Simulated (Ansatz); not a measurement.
# Band-structure calculation, with input and output: Ti₂O

The run: band-structure calculation of Ti₂O (P-3m1, 3 atoms in the cell). Method and program: DFT r2SCAN, scalar-relativistic, plane waves, PAW, no spin polarisation (Ansatz 0.2.0).

The structure derives from an entry of the Crystallography Open Database.

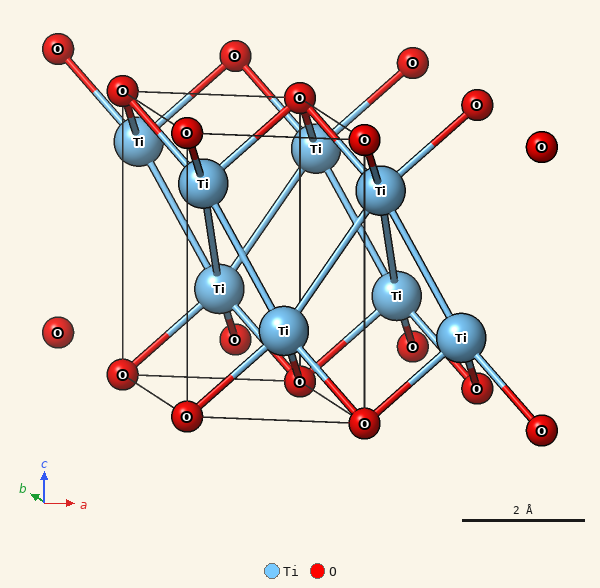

Fig. 1: The structure as given in the input (ball-and-stick view of the cell of the calculation, repeated 2 × 2 × 1, seen slightly off an axis).

The input
```yaml
crystal:
  lattice:
    - [2.9514347743, 0.0, 0.0]
    - [-1.4757173872, 2.5560174921, 0.0]
    - [0.0, 0.0, 4.8140044533]
  atoms:
    - { symbol: Ti, position: [0.6666666667, 0.3333333333, 0.2688898715] }
    - { symbol: Ti, position: [0.3333333333, 0.6666666667, 0.7311101285] }
    - { symbol: O, position: [0.0, 0.0, 0.0] }
basis:
  ecutwfc: 500
kpoints:
  mp_grid: { grid: [18, 18, 10] }
  band_path:
    path:
      - [[0.0, 0.0, 0.0], [0.5, 0.0, 0.0], [0.33333333, 0.33333333, 0.0], [0.0, 0.0, 0.0], [0.0, 0.0, 0.5], [0.5, 0.0, 0.5], [0.33333333, 0.33333333, 0.5], [0.0, 0.0, 0.5]]
      - [[0.5, 0.0, 0.5], [0.5, 0.0, 0.0]]
      - [[0.33333333, 0.33333333, 0.5], [0.33333333, 0.33333333, 0.0]]
    npoints: 14
hamiltonian:
  xc: r2scan
scf:
  occupations: { method: gaussian, width: 0.1 }
  n_extra_bands: 7
output:
  forces: true
  stress: true
  eigenvalues: true
  populations: true
  dos: { projected: true, de: 0.02, nscf_kmesh: { grid: [27, 27, 15] } }
  bader: true
  write_density: true
  write_potential: true
  elf: true
  volumetric_format: npy
```

Run on 1 thread of Intel Xeon @ 2.50GHz (Skylake/Cascade Lake), 192 GiB of memory available, shared host.

Run as:
```bash
ansatz run input.yaml --threads 1 --pin off --max-ram 2560MiB --backend cpu --events-out ev --progress --plain --runs-dir out
```

What the program printed
```
scf.n_extra_bands = 7 over 15 filled bands (N_el = 30.0): the run solves 22 bands
Engine: ansatz 0.2.0, x86_64-unknown-linux-gnu
Pseudopotentials: kind: paw
Pseudopotential: Ti, paw, valence charge 12, recommended cutoff 500 eV (meta_gga), Ti.paw.azcp
Pseudopotential: O, paw, valence charge 6, recommended cutoff 500 eV (meta_gga), O.paw.azcp
Functional definition: r2SCAN
  parameter k0 = 0.174
  parameter k1 = 0.065
  parameter a1 = 4.9479
  exchange = r2scan_x(k0 = k0, k1 = k1, a1 = a1)
  correlation = r2scan_c
Crystal: 3 atoms, lattice volume = 36.316 Å³
Basis set: ecut = 500 eV, 941 PW (Γ), exchange–correlation on 96×96×144 points (64 copies of the dense FFT grid, shifted against one another)
Bands: 22, of which v1, the nominal top of the filled ones, is band 15 counted from 1 (14 counted from 0)
Symmetry: 12 space group operations
Space group: P-3m1 (ITA 164), of the structure as read, at distance tolerance 3.3e-5 Å
k-points: 330 of 3240
Non-local potential: Ti, projectors of the file, l = 0: 3, l = 1: 2, l = 2: 3, l = 3: 1
Non-local potential: O, projectors of the file, l = 0: 2, l = 1: 2, l = 2: 1
PAW form: soft (Blöchl's): semilocal exchange-correlation on the pseudo side does not see the compensation charge
PAW frozen core: Ti, regenerated for the run's functional (the file was generated under x = pbe(κ = 0.804, μ = 0.2195149727645171), c = pbe(β = 0.06672455060314922))
PAW frozen core: O, regenerated for the run's functional (the file was generated under x = pbe(κ = 0.804, μ = 0.2195149727645171), c = pbe(β = 0.06672455060314922))
PAW one-centre angular grid: Ti, 590 points (default); XC on 160 Gauss nodes
PAW one-centre angular grid: O, 302 points (default); XC on 160 Gauss nodes
Initial density: superposition of atomic densities (neutral atoms: chi_scale 0, normalization atom), corrected by the library's trained network
Initial wavefunctions: pseudopotential atomic-orbital guess
Functional: x = r2scan, c = r2scan; τ floored in thin density (d = 2e-4 eV/Å³)
SCF iter   1: F=—  HF=-5580.586420 eV  |F-HF|=—  |Δ(HF+E_count)|=         —  Δρ=1.96e-2  dr2=1.37e-1  dr2_τ=1.02e-1  ethr=1.77e-3  ⟨swp⟩=4.4  Hψ=29397  notcnv=0  defer=5
preconditioner: auto → Kerker (q_TF=auto, 2.643 Å⁻¹)  [metal: Δε(μ)=0.000 eV  Ē_g=9.458 eV  σ=0.100 eV  W_gap=0.00  n_scr=10 (ndim 8)  ℏωp=23.1 eV  f_vac=0.000  D(μ)=0.96/eV (n_scr^D=2)]
SCF iter   2: F=—  HF=-5580.698253 eV  |F-HF|=—  |Δ(HF+E_count)|=   1.12e-1  Δρ=8.06e-3  dr2=2.51e-2  dr2_τ=2.08e-3  ethr=4.55e-4  ⟨swp⟩=2.0  Hψ=14069  notcnv=0  defer=451
SCF iter   3: F=—  HF=-5580.698371 eV  |F-HF|=—  |Δ(HF+E_count)|=   1.18e-4  Δρ=3.87e-3  dr2=7.57e-3  dr2_τ=2.97e-4  ethr=8.36e-5  ⟨swp⟩=2.0  Hψ=8048  notcnv=0  defer=451
SCF iter   4: F=—  HF=-5580.698521 eV  |F-HF|=—  |Δ(HF+E_count)|=   1.51e-4  Δρ=1.59e-3  dr2=9.93e-4  dr2_τ=8.31e-5  ethr=2.52e-5  ⟨swp⟩=2.0  Hψ=8428  notcnv=0  defer=451
SCF iter   5: F=—  HF=-5580.698394 eV  |F-HF|=—  |Δ(HF+E_count)|=   1.27e-4  Δρ=7.31e-4  dr2=2.89e-4  dr2_τ=2.60e-5  ethr=3.31e-6  ⟨swp⟩=2.0  Hψ=9085  notcnv=0  defer=451
SCF iter   6: F=—  HF=-5580.698348 eV  |F-HF|=—  |Δ(HF+E_count)|=   4.60e-5  Δρ=2.54e-4  dr2=2.81e-5  dr2_τ=1.01e-6  ethr=9.65e-7  ⟨swp⟩=2.0  Hψ=8697  notcnv=0  defer=451
SCF iter   7: F=—  HF=-5580.698347 eV  |F-HF|=—  |Δ(HF+E_count)|=   8.90e-7  Δρ=5.10e-5  dr2=7.76e-7  dr2_τ=5.76e-8  ethr=9.37e-8  ⟨swp⟩=2.0  Hψ=9017  notcnv=0  defer=451
SCF iter   8: F=-5580.698347 eV  HF=-5580.698347 eV  |F-HF|=6.26e-9  |Δ(HF+E_count)|=   7.58e-8  Δρ=9.78e-6  dr2=3.11e-8  dr2_τ=1.48e-9  ethr=3.33e-10  ⟨swp⟩=9.9  Hψ=42190  notcnv=0
SCF 1 converged in 8 iterations: F = -5580.698347 eV  dr2 = 3.11e-8
  greatest PAW one-centre occupation: 1.001 electrons in one spin orbital (limit 2), on the Ti atom at site 1 (counted from 0), in its partial waves of l = 1
```

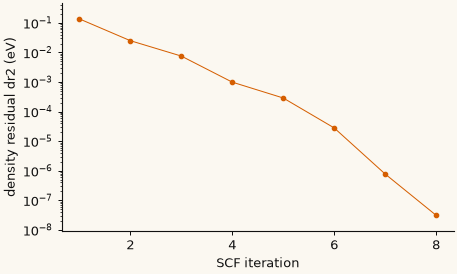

Fig. 2: Convergence of the self-consistent field: density residual dr2 against the SCF iteration. The residual falls at every step.

```
NSCF: frozen V_eff on 129 k-points
NSCF: frozen V_eff on 1027 k-points
SCF converged after 8 iterations
Free energy (F): -5580.698347 eV
Harris-Foulkes:  -5580.698347 eV  (|F-HF|=6.26e-9)
Internal energy: -5580.693610 eV  (E = F + TS)
E sigma→0 (E₀):  -5580.695979 eV
Entropy (-TS):   -0.004737 eV (-1.579 meV/atom)
Fermi energy:    15.484949 eV
--- Per-component energies (eV) ---
  E_band       = -290.395450
  E_kinetic    = 725.145686
  E_local      = -1745.941199  (includes V_loc(G=0)·N_el)
  E_nonlocal   = 61.246749
  E_hartree    = 707.537714
  E_xc         = -261.437012
  E_vxc        = -373.958940  (∫ρ·V_xc dr)
  E_paw        = -2273.346823  (= ΣΔE_a)
  E_vpaw       = -396.782607  (= ΣTr[D̂ρ^β])
  E_aug_tail   = 0.001141  (compensation charges beyond the density's cutoff)
  E_vtau       = 24.821460  (kinetic-family band-sum trace: ∫τ·v_τ [+ j·A + Jᵃ·Aᵃ] dr)
  E_ewald      = -2793.361009
  E_core_change = -0.538855  (= ΣΔE_core)
  E_smearing   = -0.004737  (= −TS)
  E_closure    = -0.000000  (closes the sum)
  Σ components = -5580.698347   (vs F -5580.698347, Δ=0.00e0)
--- Forces (eV/Å), atoms counted from 1 ---
  atom   1  Ti     0.00000000    -0.00000000     0.00149538
  atom   2  Ti     0.00000000     0.00000000    -0.00149538
  atom   3  O     -0.00000000    -0.00000000    -0.00000000
  max |Σ_I F_I| component: 2.10e-30 eV/Å
--- Stress (GPa, compression-positive) ---
       -0.000476      -0.000000      -0.000000
       -0.000000      -0.000476      -0.000000
       -0.000000      -0.000000      -0.036876
  P = ⅓ Tr σ = -0.0126 GPa (-0.126 kbar)
--- Band table (eV; the first three rows and the last of 330) ---
  k-point 0: bands = ["-44.2189", "-44.0901", "-19.8256", "-19.1467", "-19.1467", "-19.0767", "-19.0616", "-19.0616", "-7.0523", "7.3963", "9.0853", "9.0853", "11.3348", "15.1202", "15.6825", "16.0571", "16.0571", "16.5895", "16.5895", "16.7920", "16.7920", "19.5246"]
  k-point 1: bands = ["-44.2165", "-44.0926", "-19.8086", "-19.1455", "-19.1455", "-19.0957", "-19.0628", "-19.0628", "-7.0468", "7.3459", "9.0790", "9.0790", "11.4617", "14.9547", "15.8459", "16.0316", "16.0316", "16.5485", "16.5485", "16.9398", "16.9398", "19.4371"]
  k-point 2: bands = ["-44.2094", "-44.0998", "-19.7592", "-19.1506", "-19.1422", "-19.1422", "-19.0661", "-19.0661", "-7.0325", "7.2226", "9.0625", "9.0625", "11.8093", "14.6536", "15.9273", "15.9273", "16.1270", "16.6588", "16.6588", "17.1671", "17.1671", "19.1882"]
  k-point 329: bands = ["-44.0716", "-44.0716", "-19.5886", "-19.5886", "-19.4916", "-19.4743", "-19.1663", "-19.1663", "-6.5557", "7.4447", "7.4447", "8.1723", "13.9540", "14.4913", "14.4913", "16.7425", "16.7425", "16.9936", "18.3048", "18.3048", "18.7003", "18.9778"]
--- Löwdin populations: 3 sites ---
  site symbol       q [e]
     0     Ti     11.4820
     1     Ti     11.4820
     2      O      6.7701
  spilling = 0.008864 (of n_electrons = 30.000000)
--- Bader charges: 3 sites ---
  site symbol  charge [e]  shift [e]
     0     Ti      0.7323     0.0003
     1     Ti      0.7323     0.0003
     2      O     -1.4647     0.0006
  estimated error of the sums over rays = 5.7e-4 e
```

File populations.tsv
```
# site	symbol	l	j	q
# orbitals = lowdin
# n_electrons = 30.000000
# spilling = 0.008864
0	Ti	0_3S	-	1.918386
0	Ti	0_4S	-	0.706585
0	Ti	1_3P	-	5.989846
0	Ti	2_3D	-	2.867160
1	Ti	0_3S	-	1.918386
1	Ti	0_4S	-	0.706585
1	Ti	1_3P	-	5.989846
1	Ti	2_3D	-	2.867160
2	O	0_2S	-	1.752353
2	O	1_2P	-	5.017771
```

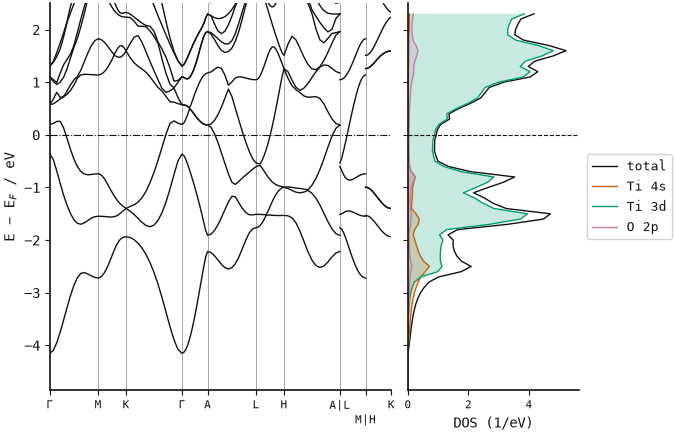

Fig. 3: Band structure along Γ–M–K–Γ–A–L–H–A|L–M|H–K and density of states (projected on Löwdin-orthogonalised atomic shells), with energies from the Fermi level. Bands cross the Fermi level: a metal at this level of theory.

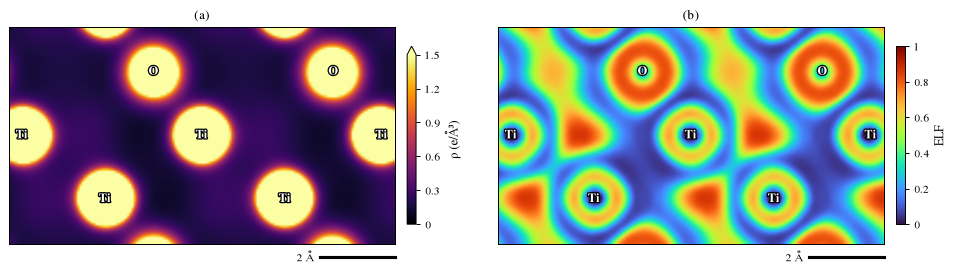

Fig. 4: (a) valence pseudo-density; (b) ELF on the (110) plane of the conventional cell. Atoms in the plane: Ti and O. Ti–O (2.14 Å): ρ at the midpoint is about 0.42 e/Å³; the ELF is about 0.10 at the midpoint; no shared pair; the contact is polar. Ti–Ti (2.80 Å): ρ is about 0.23 e/Å³ halfway; the ELF is about 0.25 at the midpoint (no shared electron pair). Away from the nuclei the density in this plane falls to 0.11 e/Å³ at its lowest.The strong features right at Ti lie inside the PAW spheres (semicore, d or f shells) and say nothing about bonding. In a PAW calculation such maps are meaningful between the atoms, not at the nuclei.

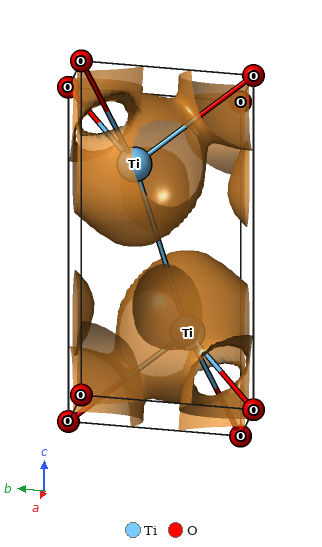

Fig. 5: Isosurface of the valence charge density (pseudo) at 0.3 e/Å³ (orange), seen at an oblique angle. Sticks mark near contacts. The outline is the cell set on symmetry axes. At this value the density is joined into sheets; it holds about 85 % of the electrons treated as valence (semicore included). It is pinched off along the Ti–Ti (2.80 Å) contacts. On the grid the lowest density along these lines, outside the cores, is 0.42 e/Å³ (Ti–O, 2.14 Å) and 0.23 e/Å³ (Ti–Ti, 2.80 Å).

Summary

| quantity | value |
| --- | --- |
| outcome | converged |
| space group (tolerance 0.01 Å) | P-3m1 (164) |
| electrons treated | 30 |
| free energy | −5580.6983 eV |
| Fermi energy | 15.485 eV |
| gap on the k-point mesh | none (metallic) |
| pressure | −0.01 GPa |
| largest force (length of the vector) | 0.001 eV/Å |
| wall time | 2.6 min |
| peak memory | 0.94 GiB |
